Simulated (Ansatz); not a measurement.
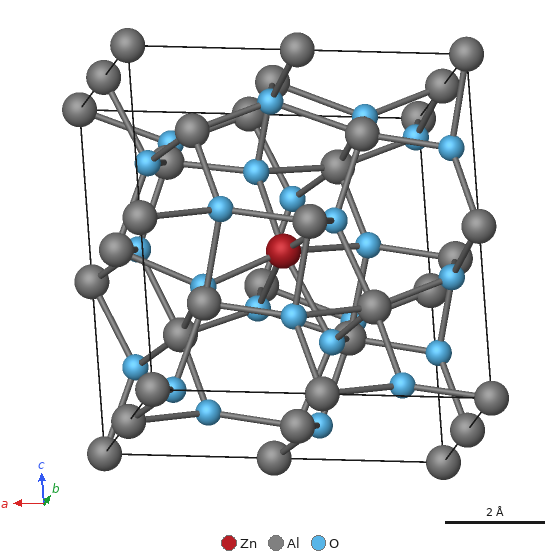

Ball-and-stick representation of a periodic structure, projected from a general direction. Thin lines show the supercell, with boundary atoms drawn in all their periodic places. The host is Al2O3, in a cell of 40 sites, and the cell is neutral.

**What imperfection does the supercell contain?**

Zinc on an aluminium site (a substitutional impurity). It is bonded to six O at about 1.9 to 2.1 Å. Not all metal-metal contacts are counted.

Computed with DFT PBEsol, scalar-relativistic, plane waves, PAW (Ansatz). Settings: an energy cutoff of 420 eV, a 2×2×2 grid in reciprocal space, Gaussian smearing of 0.02 eV, collinear spins.

**Does the calculation give a net moment?**

Yes, 1.0 μB in the cell.

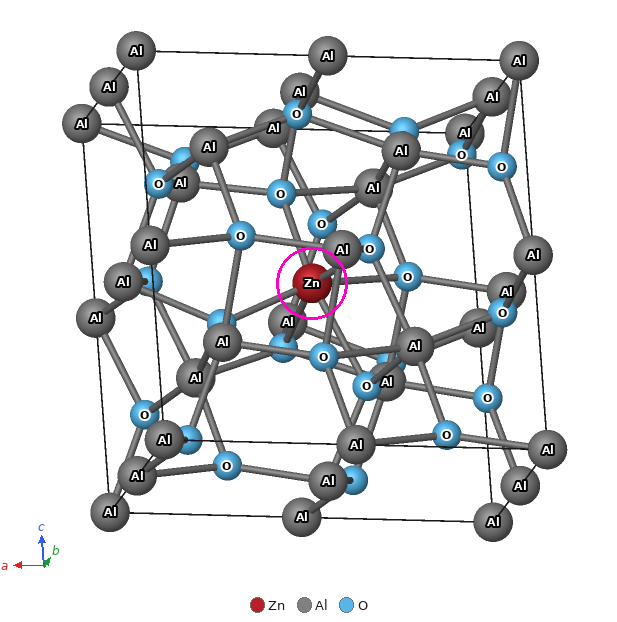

The same cell with a ring at the defect's site.

The atoms were relaxed in the host's cell with DFT PBEsol, scalar-relativistic, plane waves, PAW in Ansatz.
